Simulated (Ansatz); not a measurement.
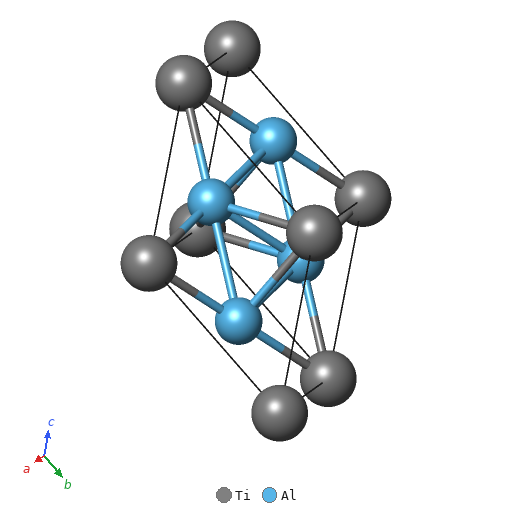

System: TiAl₃, space group I4/mmm (No. 139). The picture shows the cell.

Starting cell:
```xyz
4
Lattice="-1.9078 1.9078 4.2770 1.9078 -1.9078 4.2770 1.9078 1.9078 -4.2770" Properties=species:S:1:pos:R:3 pbc="T T T"
Ti    0.0000    0.0000    0.0000
Al    0.0000    0.0000    4.2770
Al    0.0000    1.9078    2.1385
Al    1.9078    0.0000    2.1385
```

Method: homogeneous strain of a crystal along one Voigt pattern with engineering shear, fractional coordinates fixed, by plane-wave density functional theory with PAW datasets, free energies less that of the undisturbed cell; scalar-relativistic (Ansatz 0.2.0). Level: PBEsol, no spin polarisation.

- wave cutoff: 420 eV
- k mesh: 18×18×18
- occupations: Gaussian
- smearing width: 0.15 eV
- k shift: (0, 0, 0) (mesh steps)
- start: relaxed
- strain pattern: (0, 0, 1, 0, 0, 0) (xx yy zz yz xz xy with engineering shear)

Predict the energy change and tensile stress summed over the strain pattern against strain. The strain takes the values −0.1500, −0.1125, −0.0750, −0.0375, 0.0000, 0.0375, 0.0750, 0.1125, 0.1312, 0.1500.

The energy rises on both sides of the starting structure, which is therefore a minimum along this path. The energy change is 308 meV/atom at strain −0.1500 and 188 meV/atom at 0.1500; the lowest computed point is at strain 0.0000 (0 meV/atom). The tensile stress summed over the strain pattern rises from −44.5 GPa at strain −0.1500 to 21.8 GPa at 0.1500, and changes sign near 0.000. The slope of stress against strain at the start, which at zero pressure is the clamped-ion constant C33, is 232 GPa. The second derivative of tensile stress is −1010 GPa.

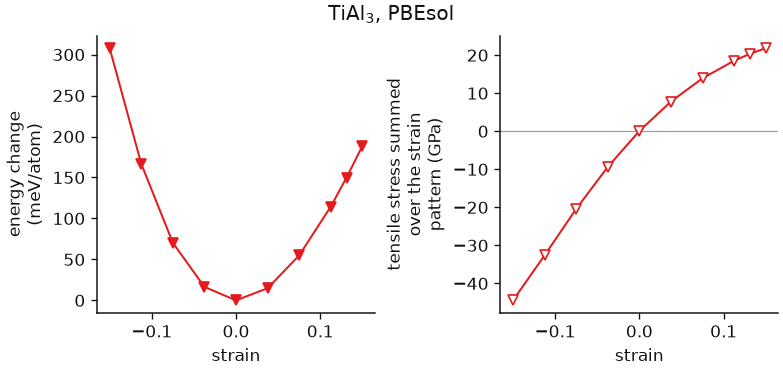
